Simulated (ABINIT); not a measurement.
## Run report: MoS2, band-structure run (part 2 of 2)

The same run, continued: MoS2 (3 atoms in the cell); Kohn-Sham DFT of a periodic cell, PBEsol, PseudoDojo NC SR PBEsol v0.4.1 standard, no spin polarisation (ABINIT 10.8.3); cutoff 1088.46 eV, 10×10×10 k-mesh, fermi-dirac of 0.05 eV. The structure derives from an entry of the Crystallography Open Database.

Geometry of the input (Å; fractional positions):
```
1.5855  0.9154  6.1150
-1.5855  0.9154  6.1150
0.0000  -1.8308  6.1150
Mo 0.0000  0.0000  0.0000
S  0.2500  0.2500  0.2500
S  0.7500  0.7500  0.7500
```

**Output, continued**
```
--------------------------------------------------------------------------------

================================================================================
 Non-SCF case, kpt    1 (  0.00000  0.00000  0.00000), residuals and eigenvalues=
  3.63E-12  6.81E-12  6.73E-12  8.11E-12  6.70E-12  1.12E-12  1.58E-12  2.84E-12
  2.80E-12  5.09E-12  4.58E-12  5.97E-12  1.98E-12  7.34E-12  4.80E-12  4.36E-12
  6.82E-12  8.41E-12  7.23E-12  1.24E-10  2.44E-09  4.55E-08  2.01E-04
 -1.9485E+00 -9.9709E-01 -9.9349E-01 -9.9349E-01 -2.3913E-01 -1.7824E-01
  5.7639E-02  1.6378E-01  1.6378E-01  2.5461E-01  2.7269E-01  2.8035E-01
  2.8035E-01  3.1073E-01  3.1073E-01  4.4374E-01  4.4374E-01  5.3973E-01
  5.6211E-01  6.6411E-01  6.6411E-01  6.9888E-01  7.7291E-01
 Non-SCF case, kpt    2 (  0.06250  0.00000  0.00000), residuals and eigenvalues=
  5.11E-12  3.88E-12  6.54E-12  2.22E-12  1.20E-12  2.50E-12  6.95E-12  2.76E-12
  6.41E-12  7.98E-12  6.45E-12  2.55E-12  6.61E-12  3.80E-12  4.13E-12  5.35E-12
  5.16E-12  9.80E-12  5.88E-12  5.71E-09  3.55E-08  3.85E-06  3.00E-05
 -1.9484E+00 -9.9698E-01 -9.9406E-01 -9.9362E-01 -2.3672E-01 -1.7785E-01
  6.0735E-02  1.5782E-01  1.6516E-01  2.5677E-01  2.6520E-01  2.7077E-01
  2.7551E-01  3.1498E-01  3.2036E-01  4.3531E-01  4.4193E-01  5.5219E-01
  5.7091E-01  6.5438E-01  6.7179E-01  7.0734E-01  7.4246E-01
 Non-SCF case, kpt    3 (  0.12500  0.00000  0.00000), residuals and eigenvalues=
  4.91E-12  3.06E-12  4.21E-12  2.66E-12  7.33E-12  8.70E-12  2.00E-12  2.67E-12
  5.29E-12  6.13E-12  7.25E-12  6.11E-12  3.56E-12  6.26E-12  7.53E-12  5.37E-12
  6.41E-12  5.02E-12  7.05E-12  4.98E-11  3.59E-08  1.69E-07  1.33E-05
 -1.9482E+00 -9.9665E-01 -9.9569E-01 -9.9399E-01 -2.2971E-01 -1.7671E-01
  6.9555E-02  1.4483E-01  1.6859E-01  2.3331E-01  2.5605E-01  2.6030E-01
  2.7757E-01  3.2116E-01  3.3515E-01  4.2167E-01  4.3816E-01  5.7709E-01
  5.9087E-01  6.4389E-01  6.9323E-01  7.0140E-01  7.2430E-01
 Non-SCF case, kpt    4 (  0.18750  0.00000  0.00000), residuals and eigenvalues=
  3.21E-12  5.92E-12  3.43E-12  2.77E-12  2.53E-12  3.19E-12  7.00E-12  8.72E-12
  4.64E-12  4.73E-12  8.85E-12  6.79E-12  2.78E-12  9.12E-12  6.82E-12  6.74E-12
  5.33E-12  8.63E-12  6.07E-12  2.61E-10  1.68E-08  3.06E-06  9.09E-06
 -1.9480E+00 -9.9812E-01 -9.9615E-01 -9.9454E-01 -2.1876E-01 -1.7477E-01
  8.2175E-02  1.3270E-01  1.7186E-01  1.9606E-01  2.4540E-01  2.5770E-01
  2.7208E-01  3.2935E-01  3.4621E-01  4.1831E-01  4.3577E-01  5.8878E-01
  6.0691E-01  6.5103E-01  6.7999E-01  7.1735E-01  7.2435E-01
 Non-SCF case, kpt    5 (  0.25000  0.00000  0.00000), residuals and eigenvalues=
  3.35E-12  5.07E-12  3.21E-12  4.93E-12  1.72E-12  1.15E-12  6.04E-12  7.91E-12
  3.19E-12  2.71E-12  5.11E-12  6.81E-12  5.10E-12  3.60E-12  4.77E-12  2.85E-12
  8.81E-12  9.51E-12  5.59E-12  1.61E-10  1.10E-06  4.83E-07  7.21E-05
 -1.9477E+00 -1.0009E+00 -9.9557E-01 -9.9519E-01 -2.0521E-01 -1.7176E-01
  9.2960E-02  1.2866E-01  1.5848E-01  1.7202E-01  2.4234E-01  2.4555E-01
  2.6095E-01  3.4195E-01  3.5186E-01  4.2793E-01  4.3652E-01  5.7749E-01
  6.0838E-01  6.5082E-01  6.9667E-01  7.0423E-01  7.2209E-01
 Non-SCF case, kpt    6 (  0.31250  0.00000  0.00000), residuals and eigenvalues=
  2.45E-12  2.92E-12  7.78E-12  4.57E-12  2.30E-12  6.09E-12  3.09E-12  3.41E-12
  2.80E-12  9.88E-12  6.30E-12  9.04E-12  2.79E-12  4.15E-12  3.66E-12  3.76E-12
  3.69E-12  8.46E-12  3.60E-12  8.12E-11  8.49E-10  1.55E-06  3.00E-05
 -1.9474E+00 -1.0037E+00 -9.9584E-01 -9.9499E-01 -1.9184E-01 -1.6654E-01
  9.5449E-02  1.1971E-01  1.4192E-01  1.6852E-01  2.2338E-01  2.4632E-01
  2.5500E-01  3.5396E-01  3.5781E-01  4.3925E-01  4.4313E-01  5.5989E-01
  5.9359E-01  6.4893E-01  6.6141E-01  7.0261E-01  7.2965E-01
 Non-SCF case, kpt    7 (  0.37500  0.00000  0.00000), residuals and eigenvalues=
  9.85E-12  9.03E-12  2.78E-12  8.07E-12  2.04E-12  8.31E-12  2.12E-12  5.92E-12
  3.05E-12  8.46E-12  4.09E-12  6.65E-12  7.83E-12  7.32E-12  4.92E-12  7.64E-12
  3.36E-12  4.53E-12  4.53E-12  9.09E-12  6.48E-09  7.74E-08  1.17E-05
 -1.9472E+00 -1.0061E+00 -9.9639E-01 -9.9449E-01 -1.8293E-01 -1.5732E-01
  8.4465E-02  1.0440E-01  1.4765E-01  1.6381E-01  2.0862E-01  2.5109E-01
  2.5303E-01  3.5522E-01  3.7393E-01  4.4201E-01  4.5731E-01  5.4006E-01
  5.8446E-01  6.0992E-01  6.5487E-01  6.8699E-01  7.4126E-01
 Non-SCF case, kpt    8 (  0.43750  0.00000  0.00000), residuals and eigenvalues=
  2.93E-12  7.92E-12  4.85E-12  9.89E-12  1.97E-12  1.16E-12  1.83E-12  3.28E-12
  4.36E-12  4.48E-12  6.81E-12  8.47E-12  4.99E-12  3.63E-12  4.33E-12  7.18E-12
  5.82E-12  5.68E-12  9.63E-12  9.78E-12  1.42E-09  2.75E-08  8.73E-07
 -1.9470E+00 -1.0076E+00 -9.9675E-01 -9.9416E-01 -1.7909E-01 -1.4714E-01
  6.4977E-02  1.1015E-01  1.3827E-01  1.6021E-01  2.1053E-01  2.4847E-01
  2.5839E-01  3.5662E-01  3.8625E-01  4.4377E-01  4.6721E-01  5.2388E-01
  5.8009E-01  5.8292E-01  6.4379E-01  6.7941E-01  7.2336E-01
 Non-SCF case, kpt    9 (  0.50000  0.00000  0.00000), residuals and eigenvalues=
  9.33E-12  5.48E-12  8.15E-12  6.20E-12  5.15E-12  1.54E-12  7.32E-12  5.87E-12
  6.95E-12  4.72E-12  2.51E-12  8.41E-12  2.17E-12  4.87E-12  6.24E-12  4.17E-12
  4.87E-12  3.98E-12  7.02E-12  7.22E-12  1.71E-10  6.15E-08  1.02E-07
 -1.9470E+00 -1.0082E+00 -9.9688E-01 -9.9404E-01 -1.7808E-01 -1.4272E-01
  5.7306E-02  1.2211E-01  1.2329E-01  1.5891E-01  2.1437E-01  2.4743E-01
  2.6035E-01  3.5732E-01  3.9087E-01  4.4436E-01  4.7094E-01  5.1739E-01
  5.6950E-01  5.8400E-01  6.3605E-01  6.7850E-01  7.1661E-01
 Non-SCF case, kpt   10 (  0.50000  0.03632 -0.03632), residuals and eigenvalues=
  2.39E-12  2.77E-12  9.57E-12  9.31E-12  2.12E-12  9.73E-12  2.54E-12  3.43E-12
  3.51E-12  4.14E-12  5.29E-12  5.69E-12  6.62E-12  2.87E-12  5.34E-12  3.15E-12
  5.34E-12  8.95E-12  5.20E-12  4.41E-12  8.19E-10  7.55E-08  1.11E-04
 -1.9469E+00 -1.0079E+00 -9.9736E-01 -9.9401E-01 -1.7640E-01 -1.4320E-01
  6.0163E-02  1.1838E-01  1.2556E-01  1.6168E-01  2.1193E-01  2.2642E-01
  2.7619E-01  3.5799E-01  3.8820E-01  4.3158E-01  4.7050E-01  5.3038E-01
  5.8414E-01  5.9427E-01  6.3763E-01  6.6443E-01  7.2162E-01
 Non-SCF case, kpt   11 (  0.50000  0.07264 -0.07264), residuals and eigenvalues=
  6.15E-12  3.06E-12  3.49E-12  2.44E-12  7.12E-12  1.38E-12  2.29E-12  3.70E-12
  3.18E-12  6.83E-12  7.72E-12  5.06E-12  4.31E-12  7.28E-12  7.46E-12  4.29E-12
  7.89E-12  9.64E-12  7.82E-12  1.13E-11  5.96E-11  4.95E-11  2.55E-06
 -1.9469E+00 -1.0072E+00 -9.9871E-01 -9.9391E-01 -1.7168E-01 -1.4471E-01
  6.8442E-02  1.1065E-01  1.3153E-01  1.6785E-01  1.9674E-01  2.0380E-01
  2.9412E-01  3.5895E-01  3.8036E-01  4.1232E-01  4.6890E-01  5.5734E-01
  6.1332E-01  6.2054E-01  6.4017E-01  6.4756E-01  7.2129E-01
 Non-SCF case, kpt   12 (  0.50000  0.10896 -0.10896), residuals and eigenvalues=
  4.23E-12  7.63E-12  9.32E-12  5.70E-12  1.05E-12  9.36E-12  1.84E-12  6.26E-12
  2.90E-12  4.42E-12  5.71E-12  7.05E-12  4.02E-12  6.69E-12  5.16E-12  5.18E-12
  3.47E-12  6.63E-12  8.49E-12  1.08E-11  2.14E-09  1.43E-10  3.63E-06
 -1.9468E+00 -1.0061E+00 -1.0006E+00 -9.9378E-01 -1.6485E-01 -1.4739E-01
  8.1349E-02  1.0372E-01  1.3571E-01  1.7144E-01  1.7521E-01  1.9002E-01
  3.1219E-01  3.5344E-01  3.6813E-01  4.0790E-01  4.6518E-01  5.9009E-01
  5.9989E-01  6.3756E-01  6.6525E-01  6.6828E-01  7.1661E-01
 Non-SCF case, kpt   13 (  0.50000  0.14528 -0.14528), residuals and eigenvalues=
  8.24E-12  4.80E-12  5.10E-12  5.17E-12  9.31E-12  7.75E-12  3.00E-12  1.59E-12
  1.98E-12  2.57E-12  2.45E-12  3.66E-12  7.51E-12  4.11E-12  9.68E-12  7.95E-12
  7.66E-12  9.30E-12  6.43E-12  1.60E-11  1.06E-08  6.63E-08  3.00E-05
 -1.9468E+00 -1.0047E+00 -1.0026E+00 -9.9369E-01 -1.5758E-01 -1.5127E-01
  9.7705E-02  1.0006E-01  1.2211E-01  1.6893E-01  1.7182E-01  1.8472E-01
  3.3172E-01  3.4118E-01  3.5353E-01  4.2028E-01  4.5760E-01  5.8007E-01
  6.1052E-01  6.4105E-01  6.7062E-01  7.0366E-01  7.3423E-01
 Non-SCF case, kpt   14 (  0.50000  0.18161 -0.18161), residuals and eigenvalues=
  3.06E-12  3.73E-12  5.82E-12  6.49E-12  1.25E-12  1.24E-12  1.62E-12  2.87E-12
  1.92E-12  2.66E-12  2.15E-12  6.85E-12  9.61E-12  6.03E-12  7.50E-12  7.47E-12
  5.67E-12  4.01E-12  8.01E-12  1.07E-08  1.31E-08  9.35E-06  1.46E-04
 -1.9468E+00 -1.0043E+00 -1.0030E+00 -9.9368E-01 -1.5617E-01 -1.5231E-01
  9.9983E-02  1.0201E-01  1.1753E-01  1.5545E-01  1.7732E-01  1.9436E-01
  3.2982E-01  3.3952E-01  3.5201E-01  4.3858E-01  4.4504E-01  5.6804E-01
  5.9714E-01  6.5221E-01  6.7286E-01  7.1763E-01  7.5091E-01

--- !ResultsGS
iteration_state: {dtset: 2, }
comment   : Summary of ground state results
lattice_vectors:
- [  2.9961608,   1.7298342,  11.5556690, ]
- [ -2.9961608,   1.7298342,  11.5556690, ]
- [  0.0000000,  -3.4596685,  11.5556690, ]
lattice_lengths: [  12.06245,   12.06245,   12.06245, ]
lattice_angles: [ 28.764,  28.764,  28.764, ] # degrees, (23, 13, 12)
lattice_volume:   3.5934859E+02
convergence: {deltae:  0.000E+00, res2:  0.000E+00, residm:  9.894E-12, diffor:  0.000E+00, }
etotal    :  -9.23859073E+01
entropy   :   0.00000000E+00
fermie    :   3.20170117E-01
cartesian_stress_tensor: null
pressure_GPa: null
xred      :
- [  0.0000E+00,   0.0000E+00,   0.0000E+00, Mo]
- [  2.5000E-01,   2.5000E-01,   2.5000E-01,  S]
- [  7.5000E-01,   7.5000E-01,   7.5000E-01,  S]
cartesian_forces: null
force_length_stats: {min: null, max: null, mean: null, }
...

 Integrated electronic density in atomic spheres:
 ------------------------------------------------
 Atom  Sphere_radius  Integrated_density
    1        2.00000         10.52151101
    2        2.00000          3.93161674
    3        2.00000          3.93161674
================================================================================

 ----iterations are completed or convergence reached----

 Mean square residual over all n,k,spin=   52.561E-13; max=  98.936E-13
 reduced coordinates (array xred) for    3 atoms
       0.000000000000      0.000000000000      0.000000000000
       0.250000000000      0.250000000000      0.250000000000
       0.750000000000      0.750000000000      0.750000000000

 cartesian coordinates (angstrom) at end:
    1      0.00000000000000     0.00000000000000     0.00000000000000
    2      0.00000000000000    -0.00000000000000     4.58624750002500
    3     -0.00000000000000    -0.00000000000000    13.75874250007500
 length scales=  1.889726125908  1.889726125908  1.889726125908 bohr
              =  1.000000000000  1.000000000000  1.000000000000 angstroms
 Eigenvalues (   eV  ) for nkpt=  14  k points:
 kpt#   1, nband= 23, wtk=  1.00000, kpt=  0.0000  0.0000  0.0000 (reduced coord)
 -53.02041  -27.13222  -27.03418  -27.03418   -6.50705   -4.85004    1.56843    4.45679
   4.45679    6.92821    7.42027    7.62868    7.62868    8.45534    8.45534   12.07491
  12.07491   14.68673   15.29592   18.07148   18.07148   19.01756   21.03193
 kpt#   2, nband= 23, wtk=  1.00000, kpt=  0.0625  0.0000  0.0000 (reduced coord)
 -53.01887  -27.12910  -27.04985  -27.03772   -6.44161   -4.83967    1.65267    4.29447
   4.49429    6.98710    7.21649    7.36812    7.49696    8.57105    8.71740   11.84528
  12.02552   15.02595   15.53520   17.80661   18.28045   19.24776   20.20335
 kpt#   3, nband= 23, wtk=  1.00000, kpt=  0.1250  0.0000  0.0000 (reduced coord)
 -53.01447  -27.12026  -27.09420  -27.04780   -6.25085   -4.80858    1.89268    3.94115
   4.58763    6.34866    6.96739    7.08313    7.55311    8.73930    9.11978   11.47429
  11.92299   15.70334   16.07845   17.52116   18.86365   19.08595   19.70927
 kpt#   4, nband= 23, wtk=  1.00000, kpt=  0.1875  0.0000  0.0000 (reduced coord)
 -53.00788  -27.16033  -27.10667  -27.06285   -5.95272   -4.75579    2.23610    3.61088
   4.67659    5.33502    6.67761    7.01249    7.40377    8.96215    9.42086   11.38274
  11.85799   16.02145   16.51480   17.71554   18.50335   19.52020   19.71057
 kpt#   5, nband= 23, wtk=  1.00000, kpt=  0.2500  0.0000  0.0000 (reduced coord)
 -53.00009  -27.23717  -27.09088  -27.08053   -5.58394   -4.67389    2.52956    3.50094
   4.31252    4.68092    6.59452    6.68166    7.10068    9.30480    9.57455   11.64470
  11.87819   15.71437   16.55491   17.70968   18.95728   19.16317   19.64915
 kpt#   6, nband= 23, wtk=  1.00000, kpt=  0.3125  0.0000  0.0000 (reduced coord)
 -52.99229  -27.31313  -27.09815  -27.07500   -5.22022   -4.53183    2.59730    3.25757
   3.86190    4.58561    6.07853    6.70284    6.93897    9.63168    9.73649   11.95269
  12.05808   15.23536   16.15251   17.65816   17.99797   19.11886   19.85478
 kpt#   7, nband= 23, wtk=  1.00000, kpt=  0.3750  0.0000  0.0000 (reduced coord)
 -52.98566  -27.37683  -27.11303  -27.06150   -4.97769   -4.28078    2.29842    2.84097
   4.01767    4.45737    5.67685    6.83249    6.88531    9.66591   10.17514   12.02768
  12.44406   14.69591   15.90410   16.59679   17.82000   18.69385   20.17069
 kpt#   8, nband= 23, wtk=  1.00000, kpt=  0.4375  0.0000  0.0000 (reduced coord)
 -52.98123  -27.41904  -27.12295  -27.05246   -4.87335   -4.00385    1.76810    2.99723
   3.76252    4.35964    5.72890    6.76108    7.03121    9.70401   10.51037   12.07572
  12.71345   14.25542   15.78496   15.86201   17.51832   18.48758   19.68369
 kpt#   9, nband= 23, wtk=  1.00000, kpt=  0.5000  0.0000  0.0000 (reduced coord)
 -52.97967  -27.43380  -27.12643  -27.04928   -4.84571   -3.88350    1.55937    3.32280
   3.35479    4.32409    5.83338    6.73285    7.08452    9.72323   10.63600   12.09159
  12.81488   14.07904   15.49693   15.89147   17.30793   18.46294   19.49984
 kpt#  10, nband= 23, wtk=  1.00000, kpt=  0.5000  0.0363 -0.0363 (reduced coord)
 -52.97916  -27.42717  -27.13968  -27.04827   -4.80015   -3.89663    1.63711    3.22117
   3.41654    4.39960    5.76684    6.16121    7.51561    9.74152   10.56349   11.74400
  12.80302   14.43249   15.89516   16.17081   17.35088   18.07999   19.63619
 kpt#  11, nband= 23, wtk=  1.00000, kpt=  0.5000  0.0726 -0.0726 (reduced coord)
 -52.97780  -27.40781  -27.17638  -27.04559   -4.67170   -3.93783    1.86239    3.01094
   3.57920    4.56732    5.35348    5.54565    8.00352    9.76761   10.34999   11.21992
  12.75930   15.16590   16.68927   16.88562   17.41993   17.62113   19.62730
 kpt#  12, nband= 23, wtk=  1.00000, kpt=  0.5000  0.1090 -0.1090 (reduced coord)
 -52.97611  -27.37734  -27.22814  -27.04226   -4.48586   -4.01071    2.21362    2.82225
   3.69273    4.66502    4.76782    5.17066    8.49507    9.61748   10.01741   11.09946
  12.65822   16.05715   16.32392   17.34888   18.10238   18.18482   19.49990
 kpt#  13, nband= 23, wtk=  1.00000, kpt=  0.5000  0.1453 -0.1453 (reduced coord)
 -52.97482  -27.33820  -27.28329  -27.03971   -4.28799   -4.11628    2.65869    2.72290
   3.32278    4.59688    4.67556    5.02635    9.02664    9.28406    9.61994   11.43652
  12.45201   15.78462   16.61304   17.44394   18.24851   19.14763   19.97932
 kpt#  14, nband= 23, wtk=  1.00000, kpt=  0.5000  0.1816 -0.1816 (reduced coord)
 -52.97471  -27.32948  -27.29341  -27.03949   -4.24970   -4.14465    2.72068    2.77585
   3.19815    4.23008    4.82517    5.28890    8.97473    9.23879    9.57876   11.93442
  12.11016   15.45707   16.24913   17.74765   18.30952   19.52774   20.43342

== END DATASET(S) ==============================================================
================================================================================

 -outvars: echo values of variables after computation  --------
            acell      1.8897261259E+00  1.8897261259E+00  1.8897261259E+00 Bohr
           etotal1    -9.2385907315E+01
            fcart1    -0.0000000000E+00 -0.0000000000E+00 -0.0000000000E+00
                      -3.2845278163E-19  4.6948516891E-18 -1.4930736028E-02
                       3.2845278163E-19 -4.6948516891E-18  1.4930736028E-02
            rprim      1.5855000000E+00  9.1538885180E-01  6.1149966667E+00
                      -1.5855000000E+00  9.1538885180E-01  6.1149966667E+00
                       0.0000000000E+00 -1.8307777036E+00  6.1149966667E+00
           strten1    -4.1043523626E-05 -4.1043523624E-05 -2.1670066006E-04
                       0.0000000000E+00  0.0000000000E+00  0.0000000000E+00
           xangst      0.0000000000E+00  0.0000000000E+00  0.0000000000E+00
                       1.4744007187E-17 -7.9361833376E-18  4.5862475000E+00
                      -1.1727538823E-16 -2.9375236163E-16  1.3758742500E+01
             xred      0.0000000000E+00  0.0000000000E+00  0.0000000000E+00
                       2.5000000000E-01  2.5000000000E-01  2.5000000000E-01
                       7.5000000000E-01  7.5000000000E-01  7.5000000000E-01
 Calculation completed.
```

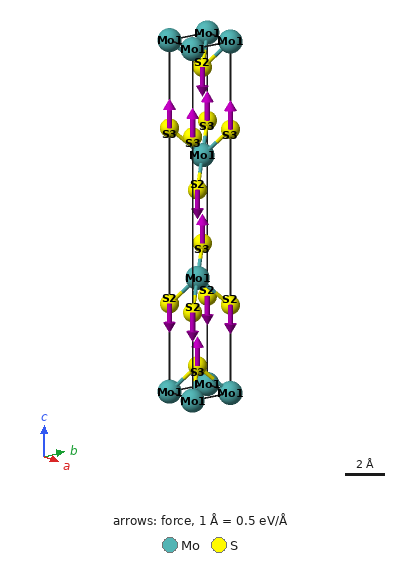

*Forces on the atoms as pink arrows (ball-and-stick view of the cell 3 times as large as that of the calculation, set on its symmetry axes, seen slightly off an axis; atoms are numbered from 1 in the order of the input).*

The largest act on S2, S3 (0.77 eV/Å). The geometry is not a stationary point of this energy.

**Summary**

| quantity | value |
| --- | --- |
| outcome | converged |
| space group (tolerance 0.01 Å) | R-3m (166) |
| electrons treated | 26 |
| free energy | −2513.9486 eV |
| Fermi energy | 8.712 eV |
| gap on the k-point mesh | none (metallic) |
| pressure | 2.93 GPa |
| largest force (length of the vector) | 0.768 eV/Å |
| wall time | 15 min |
| peak memory | 0.31 GiB |
